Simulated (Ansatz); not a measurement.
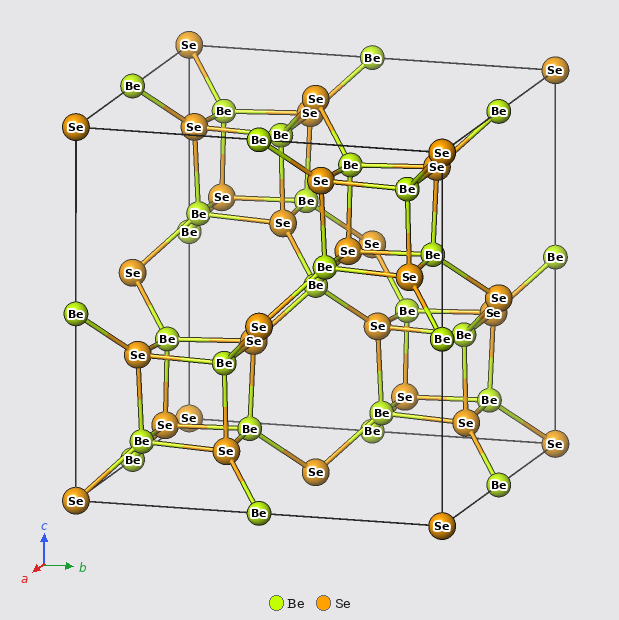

Ball-and-stick drawing of the structure, looking slightly off an axis. The wireframe shows the conventional unit cell. Cell: a = 9.71 Å, b = 9.71 Å, c = 9.71 Å, α = 90.00°, β = 90.00°, γ = 90.00°.

The initial geometry was a structure type filled with these elements by a generator (whether the compound takes this form wasn't checked). Earlier steps of the study may have refined or changed the cell and positions. Ansatz was used for an electronic-structure calculation on it.

Give a description of the structure.

Answer. The structure is one of BeSe. Its lattice is face-centred cubic, its space group F-43m (No. 216). One cell contains 20 Be, 20 Se, 40 atoms in all. Each Be atom has four Se at about 2.2 to 2.3 Å around it. Each Se has four Be at about 2.2 to 2.3 Å. The bonds build a three-dimensional framework.

Electronic-structure method: DFT PBE, scalar-relativistic, plane waves, PAW (Ansatz 0.2.0). Parameters: a basis cut at 420 eV, k-points about 0.28 Å⁻¹ apart, Gaussian smearing of 0.02 eV, no spin polarisation.

How large a gap does the method give, if there is one?

Answer. A semiconductor at this level, with a gap of 2.57 eV, direct.

What net charge does each kind of atom have (Bader)?

Answer. Be +1.57 e; Se -1.57 e.

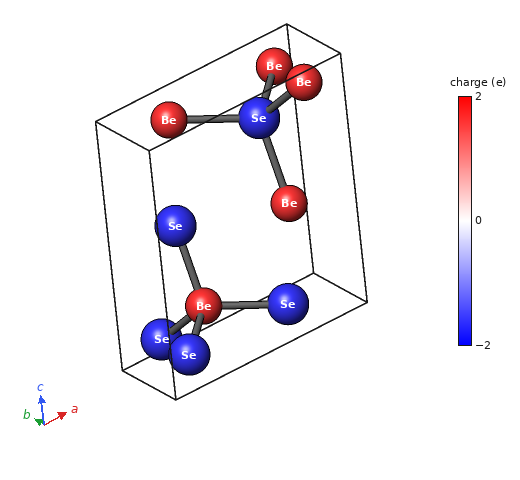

The atoms coloured by those charges. The run's cell of 10 atoms is drawn, so axes and origin can differ from the first picture.

Has the structure come to rest?

Answer. Yes. The largest force is 0.01 eV/Å. The pressure is 0.0 GPa, close to zero.
